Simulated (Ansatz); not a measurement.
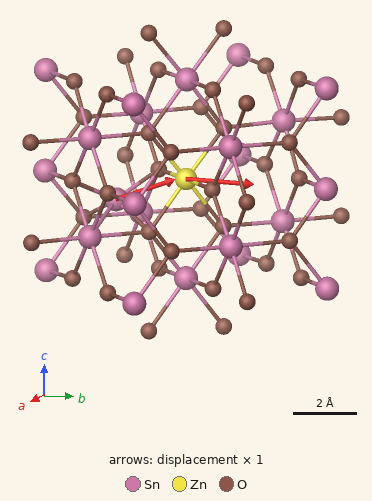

This is a relaxation of a defect cell of composition Sn₂₄ZnO₄₈ (cell charge +2). The starting structure is drawn; red arrows show the displacements, at their true length.

A ball-and-stick model of the atoms within 5.8 Å of the atom that moves most (axes of the cell of the calculation (origin shifted)), seen slightly off an axis.

The calculation used DFT, PBEsol, PAW, plane waves (Ansatz). Settings: plane-wave cutoff 420 eV; k-point mesh 1 × 1 × 1; mesh shifted by (0.25, 0.25, 0.25); no spin polarisation; atoms relaxed in a fixed cell; force threshold 0.03 eV/Å; at most 80 steps.

What did the optimiser do to the structure, and how much energy did it gain?

The atom that moves furthest is the Zn atom (2.31 Å along +b). Largest moves by element: Zn 2.31 Å, Sn 2.18 Å, O 0.19 Å. The cell doesn't change. Near-neighbour distances that change, for instance: O–Zn 2.096 → 4.206 Å, O–Sn 1.902 → 4.004 Å, O–Zn 4.260 → 2.196 Å, O–Zn 4.236 → 2.211 Å. New bonds form: O–Sn (2.94 → 2.00 Å), O–Sn (3.52 → 2.15 Å), O–Sn (4.16 → 2.23 Å), O–Sn (4.17 → 2.15 Å). Bonds break: O–Sn (1.89 → 3.27 Å), O–Sn (1.90 → 4.00 Å), O–Zn (2.04 → 3.87 Å), O–Zn (2.06 → 3.86 Å). Bond angles that change, for instance: Sn–O–Sn 78.3° → 127.9°, Sn–O–Zn 132.9° → 86.5°, Sn–O–Sn 78.4° → 123.1°. After 22 geometry steps the energy has fallen by 11.167 eV per cell of the calculation. Largest force component: 10 eV/Å at the start, 0.0048 eV/Å at the end. The forces were under the threshold at step 8, but the run went on from there.

Limits of the set-up: the cell is charged, on a uniform background, and energies carry no finite-size correction.
